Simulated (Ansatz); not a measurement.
# Run report: CdTe, geometry relaxation (part 1 of 2)

CdTe (2 atoms in the cell), computed with DFT r2SCAN, scalar-relativistic, plane waves, PAW, no spin polarisation (Ansatz 0.2.0).

The structure derives from an entry of the Crystallography Open Database.

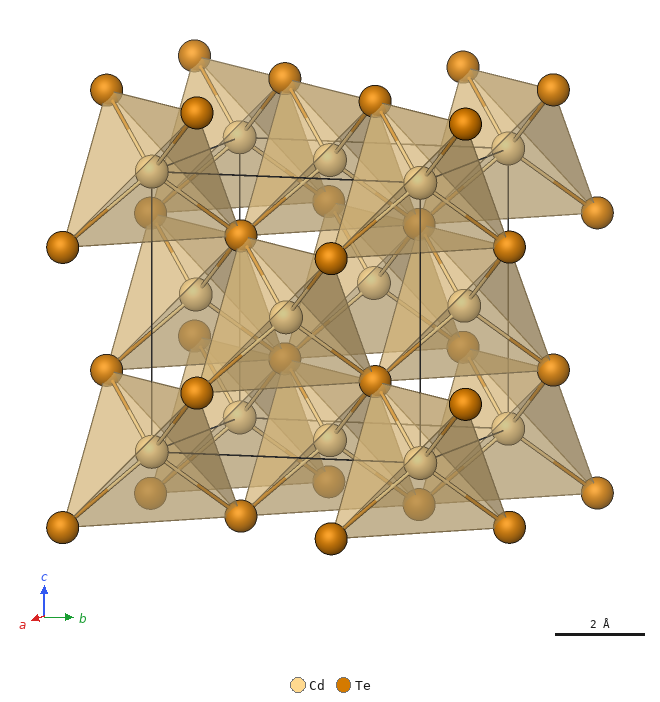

**Figure 1.** The structure as given in the input (polyhedral view of the cell 4 times as large as that of the calculation, set on its symmetry axes, seen slightly off an axis; polyhedra are completed across the faces of the cell). An atom can appear more than once, as a periodic image.

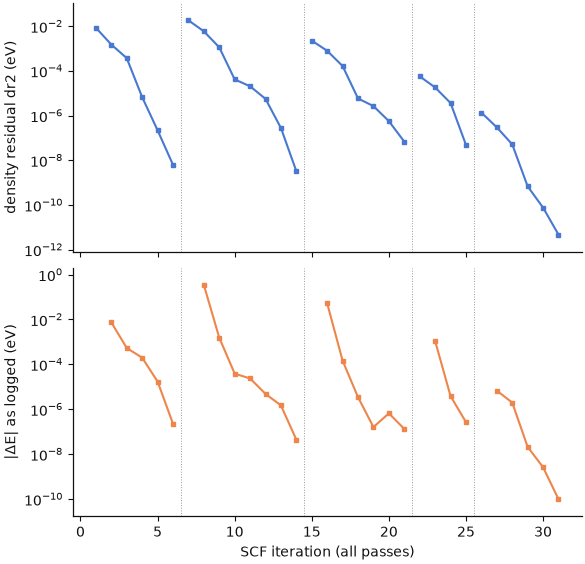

**Figure 2.** Convergence of the self-consistent field: density residual dr2 and size of the energy change against the SCF iteration. The dotted lines part the SCF passes of the relaxation: geometry steps, rejected trials and re-solves on a re-selected basis. The 5 passes take 4 to 8 iterations each, 31 in all.

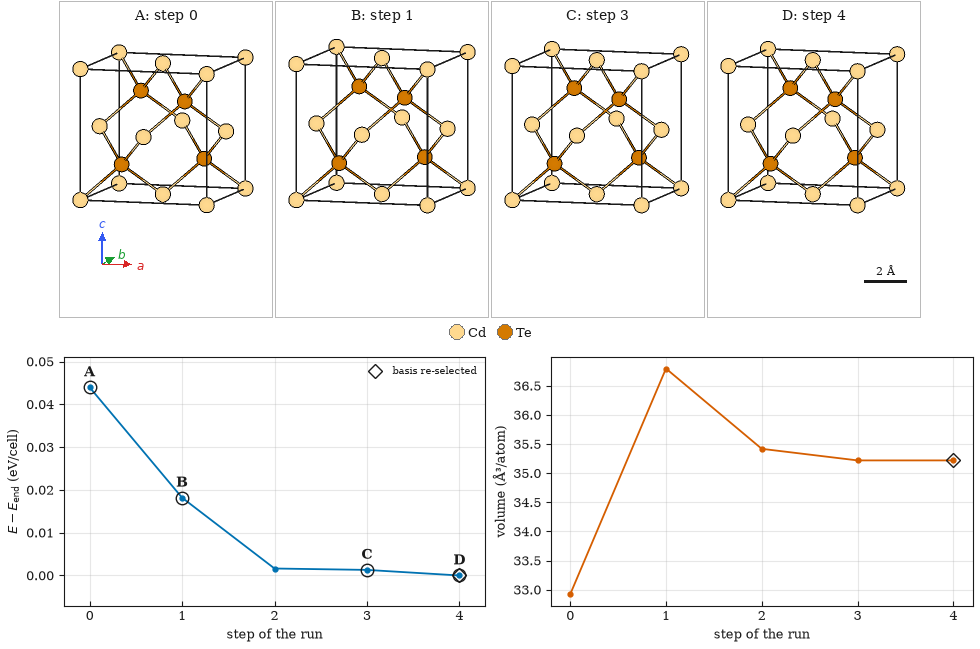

**Figure 3.** Frames of the relaxation (ball-and-stick view of the cell 4 times as large as that of the calculation, set on its symmetry axes, seen slightly off an axis) above the curves, on which the letters mark them (the first geometry is step 0 here and step 1 in the log).

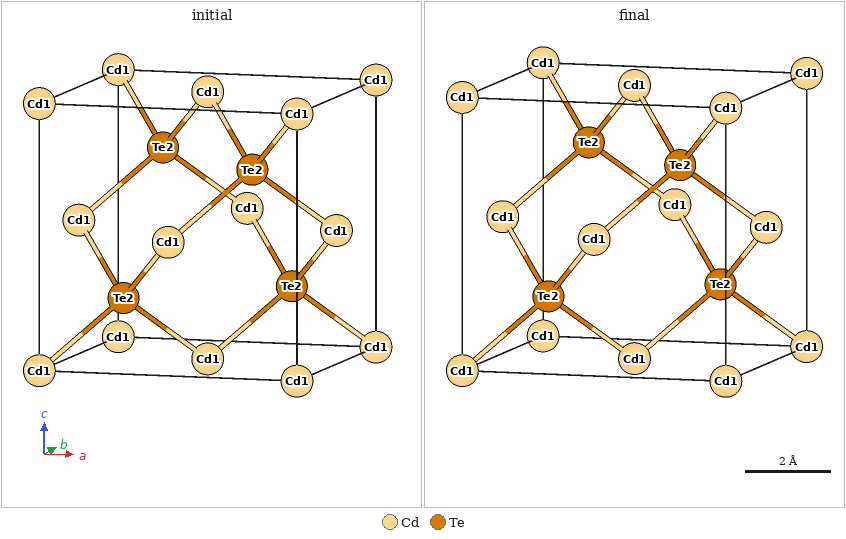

**Figure 4.** Before (left) and after (right) the relaxation, at one scale (ball-and-stick view of the cell 4 times as large as that of the calculation, set on its symmetry axes, seen slightly off an axis). The energy falls by 42.7 meV per cell of the calculation in 3 geometry steps. All forces vanish by symmetry, so only the cell relaxes. Pressure: 3.23 GPa at the start and 0.03 GPa at the end. The atoms keep their places relative to the cell (all moves are under 0.005 Å). The volume changes by +7.0 %, with a = b = c 6.410 → 6.556 Å (+2.3 %). Among the contacts that change: Cd1–Te2 2.776 → 2.839 Å. The space group stays F-43m (No. 216). A last SCF at the same geometry on a re-selected plane-wave basis shifts the energy by −1.3 meV per cell of the calculation. (Atoms are counted from 1 in the order of the input.)

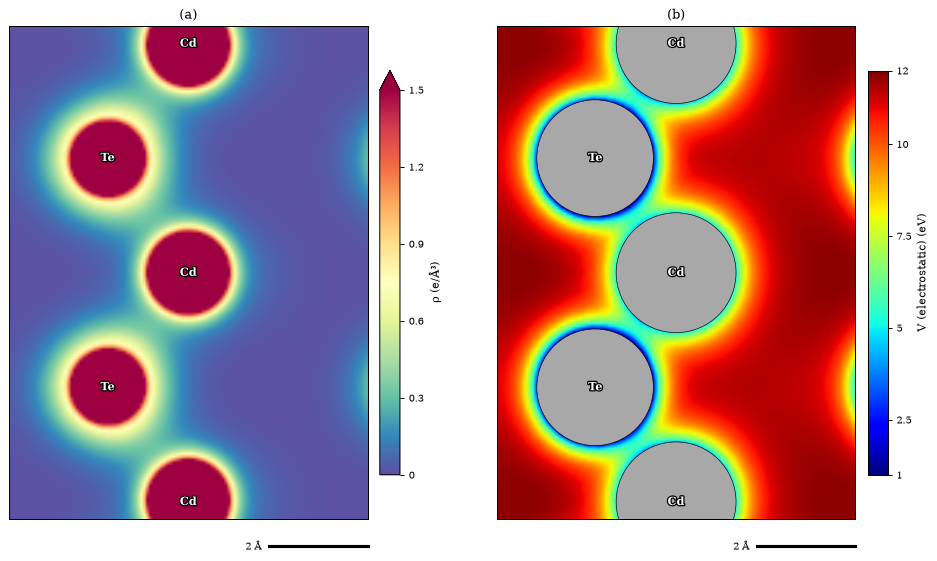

**Figure 5.** (a) valence electron density; (b) electrostatic potential energy of an electron on the (110) plane of the conventional cell. Grey discs, where drawn, cover atomic cores. The section cuts through Cd and Te sites. Cd–Te (2.84 Å): ρ is about 0.34 e/Å³ halfway. Away from the nuclei the density in this plane falls to 0.007 e/Å³ at its lowest. Outside the cores the potential energy rises away from the atoms and is highest about 2.8 Å from the nearest atoms; outside the discs it spans about 10 eV, and its zero is arbitrary. In a PAW calculation such maps are meaningful between the atoms, not at the nuclei.

These pictures come from the run below.

## The input
```yaml
crystal:
  lattice:
    - [0.0, 3.205, 3.205]
    - [3.205, 0.0, 3.205]
    - [3.205, 3.205, 0.0]
  atoms:
    - { symbol: Cd, position: [0.0, 0.0, 0.0] }
    - { symbol: Te, position: [0.75, 0.75, 0.75] }
basis:
  ecutwfc: 500
kpoints:
  mp_grid: { grid: [8, 8, 8] }
hamiltonian:
  xc: r2scan
scf:
  occupations: { method: gaussian, width: 0.02 }
output:
  forces: true
  stress: true
  eigenvalues: true
  write_density: true
  write_potential: true
  elf: true
  volumetric_format: npy
relax:
  adjacent_minimum: "off"
  f_tol: 0.005
  max_steps: 80
  cell: { stress_tol: 0.05 }
```

Command:
```bash
ansatz run input.yaml --threads 2 --pin off --max-ram 5120MiB --backend cpu --events-out ev --progress --plain --runs-dir out
```

## What the program printed
```
Engine: ansatz 0.2.0, x86_64-unknown-linux-gnu
Pseudopotentials: kind: paw
Pseudopotential: Cd, paw, valence charge 20, recommended cutoff 500 eV (meta_gga), Cd.paw.azcp
Pseudopotential: Te, paw, valence charge 16, recommended cutoff 500 eV (meta_gga), Te.paw.azcp
Functional definition: r2SCAN
  parameter k0 = 0.174
  parameter k1 = 0.065
  parameter a1 = 4.9479
  exchange = r2scan_x(k0 = k0, k1 = k1, a1 = a1)
  correlation = r2scan_c
Crystal: 2 atoms, lattice volume = 65.844 Å³
Basis set: ecut = 500 eV, 1687 PW (Γ), exchange–correlation on 144×144×144 points (64 copies of the dense FFT grid, shifted against one another)
Bands: 22, of which v1, the nominal top of the filled ones, is band 18 counted from 1 (17 counted from 0)
Symmetry: 24 space group operations
Space group: F-43m (ITA 216), of the structure as read, at distance tolerance 4.0e-5 Å
k-points: 29 of 512 (time reversal used)
Non-local potential: Cd, projectors of the file, l = 0: 3, l = 1: 2, l = 2: 2, l = 3: 1
Non-local potential: Te, projectors of the file, l = 0: 2, l = 1: 2, l = 2: 2, l = 3: 2
PAW form: soft (Blöchl's): semilocal exchange-correlation on the pseudo side does not see the compensation charge
PAW frozen core: Cd, regenerated for the run's functional (the file was generated under x = pbe(κ = 0.804, μ = 0.2195149727645171), c = pbe(β = 0.06672455060314922))
PAW frozen core: Te, regenerated for the run's functional (the file was generated under x = pbe(κ = 0.804, μ = 0.2195149727645171), c = pbe(β = 0.06672455060314922))
PAW one-centre angular grid: Cd, 590 points (default); XC on 160 Gauss nodes
PAW one-centre angular grid: Te, 590 points (default); XC on 160 Gauss nodes
Initial density: superposition of atomic densities (neutral atoms: chi_scale 0, normalization atom), corrected by the library's trained network
Initial wavefunctions: pseudopotential atomic-orbital guess
Functional: x = r2scan, c = r2scan; τ floored in thin density (d = 2e-4 eV/Å³)
SCF iter   1: F=—  HF=-15264.088144 eV  |F-HF|=—  |Δ(HF+E_count)|=         —  Δρ=4.52e-3  dr2=8.48e-3  dr2_τ=1.08e-2  ethr=1.77e-3  ⟨swp⟩=6.2  Hψ=3065  notcnv=0
preconditioner: auto → none  [insulator: Δε(μ)=1.338 eV  Ē_g=12.219 eV  σ=0.020 eV  W_gap=1.00  n_scr=14 (ndim 8)  ℏωp=19.4 eV  f_vac=0.180  D(μ)=0.00/eV (n_scr^D=0)  ε∞_Penn≈3.5]
SCF iter   2: F=—  HF=-15264.095549 eV  |F-HF|=—  |Δ(HF+E_count)|=   7.41e-3  Δρ=2.32e-3  dr2=1.50e-3  dr2_τ=3.35e-4  ethr=2.36e-5  ⟨swp⟩=4.0  Hψ=1625  notcnv=0
SCF iter   3: F=—  HF=-15264.096082 eV  |F-HF|=—  |Δ(HF+E_count)|=   5.33e-4  Δρ=1.10e-3  dr2=3.72e-4  dr2_τ=4.68e-5  ethr=4.16e-6  ⟨swp⟩=2.0  Hψ=962  notcnv=0
SCF iter   4: F=—  HF=-15264.096280 eV  |F-HF|=—  |Δ(HF+E_count)|=   1.98e-4  Δρ=1.05e-4  dr2=6.64e-6  dr2_τ=4.32e-7  ethr=1.03e-6  ⟨swp⟩=2.0  Hψ=1197  notcnv=0
SCF iter   5: F=—  HF=-15264.096263 eV  |F-HF|=—  |Δ(HF+E_count)|=   1.71e-5  Δρ=2.96e-5  dr2=2.19e-7  dr2_τ=2.08e-8  ethr=1.85e-8  ⟨swp⟩=2.7  Hψ=1109  notcnv=0
SCF iter   6: F=-15264.096264 eV  HF=-15264.096264 eV  |F-HF|=6.76e-9  |Δ(HF+E_count)|=   2.25e-7  Δρ=4.93e-6  dr2=6.25e-9  dr2_τ=1.25e-9  ethr=2.78e-10  ⟨swp⟩=11.1  Hψ=4542  notcnv=0
SCF 1 converged in 6 iterations: F = -15264.096264 eV  dr2 = 6.25e-9
  greatest PAW one-centre occupation: 1.001 electrons in one spin orbital (limit 2), on the Cd atom at site 0 (counted from 0), in its partial waves of l = 1
relax step   1: F+E_penalty+E_count = -15264.09626354 eV  Δ(F+E_penalty+E_count) = +0.000e0 eV  max|allowed force component| = 7.748e-17 eV/Å  Δτ_max = 0.0000 Å  P = +3.228 GPa  Ω = 65.844 Å³  (6 SCF iters, dr2 threshold 1.00e-7 eV, accepted)
Crystal: 2 atoms, lattice volume = 73.593 Å³
Basis set: ecut = 500 eV, 1893 PW (Γ), exchange–correlation on 144×144×144 points (64 copies of the dense FFT grid, shifted against one another)
Initial density: handed on by an earlier stage of this run
Initial wavefunctions: those handed on with the density
iter 1 solved again at ethr=5.02e-5 eV; its pass at ethr=3.10e-3 eV (dr2=1.81e-2 eV) is discarded
SCF iter   1: F=—  HF=-15263.778705 eV  |F-HF|=—  |Δ(HF+E_count)|=         —  Δρ=5.08e-3  dr2=1.83e-2  dr2_τ=3.52e-1  ethr=5.02e-5  ⟨swp⟩=2.0  Hψ=4203  notcnv=0
preconditioner: auto → none  [insulator: Δε(μ)=1.187 eV  Ē_g=11.645 eV  σ=0.020 eV  W_gap=1.00  n_scr=14 (ndim 8)  ℏωp=18.4 eV  f_vac=0.215  D(μ)=0.00/eV (n_scr^D=0)  ε∞_Penn≈3.5]
SCF iter   2: F=—  HF=-15264.123576 eV  |F-HF|=—  |Δ(HF+E_count)|=   3.45e-1  Δρ=2.54e-3  dr2=5.90e-3  dr2_τ=2.34e-4  ethr=5.02e-5  ⟨swp⟩=3.4  Hψ=1419  notcnv=0
SCF iter   3: F=—  HF=-15264.122047 eV  |F-HF|=—  |Δ(HF+E_count)|=   1.53e-3  Δρ=1.12e-3  dr2=1.13e-3  dr2_τ=1.34e-5  ethr=1.64e-5  ⟨swp⟩=3.0  Hψ=1250  notcnv=0
SCF iter   4: F=—  HF=-15264.122085 eV  |F-HF|=—  |Δ(HF+E_count)|=   3.85e-5  Δρ=2.06e-4  dr2=4.14e-5  dr2_τ=2.45e-6  ethr=3.15e-6  ⟨swp⟩=2.0  Hψ=1015  notcnv=0
SCF iter   5: F=—  HF=-15264.122062 eV  |F-HF|=—  |Δ(HF+E_count)|=   2.35e-5  Δρ=2.08e-4  dr2=2.04e-5  dr2_τ=4.04e-7  ethr=1.15e-7  ⟨swp⟩=2.0  Hψ=1160  notcnv=0
SCF iter   6: F=—  HF=-15264.122057 eV  |F-HF|=—  |Δ(HF+E_count)|=   4.82e-6  Δρ=8.42e-5  dr2=5.58e-6  dr2_τ=3.80e-8  ethr=5.65e-8  ⟨swp⟩=2.0  Hψ=783  notcnv=0
SCF iter   7: F=—  HF=-15264.122055 eV  |F-HF|=—  |Δ(HF+E_count)|=   1.48e-6  Δρ=2.04e-5  dr2=2.77e-7  dr2_τ=2.26e-9  ethr=1.55e-8  ⟨swp⟩=2.5  Hψ=934  notcnv=0
SCF iter   8: F=-15264.122055 eV  HF=-15264.122055 eV  |F-HF|=9.91e-10  |Δ(HF+E_count)|=   4.37e-8  Δρ=2.20e-6  dr2=3.23e-9  dr2_τ=3.66e-11  ethr=5.56e-10  ⟨swp⟩=9.9  Hψ=4231  notcnv=0
SCF 2 converged in 8 iterations: F = -15264.122055 eV  dr2 = 3.23e-9
relax step   2: F+E_penalty+E_count = -15264.12205521 eV  Δ(F+E_penalty+E_count) = -2.579e-2 eV  max|allowed force component| = 4.250e-17 eV/Å  Δτ_max = 0.0000 Å  P = -1.594 GPa  Ω = 73.593 Å³  energy of the carried Pulay correction = -1.766e-3 eV  (8 SCF iters, dr2 threshold 2.00e-7 eV, accepted)
Crystal: 2 atoms, lattice volume = 70.837 Å³
Basis set: ecut = 500 eV, 1807 PW (Γ), exchange–correlation on 144×144×144 points (64 copies of the dense FFT grid, shifted against one another)
iter 1 solved again at ethr=5.87e-6 eV; its pass at ethr=3.10e-3 eV (dr2=2.11e-3 eV) is discarded
```
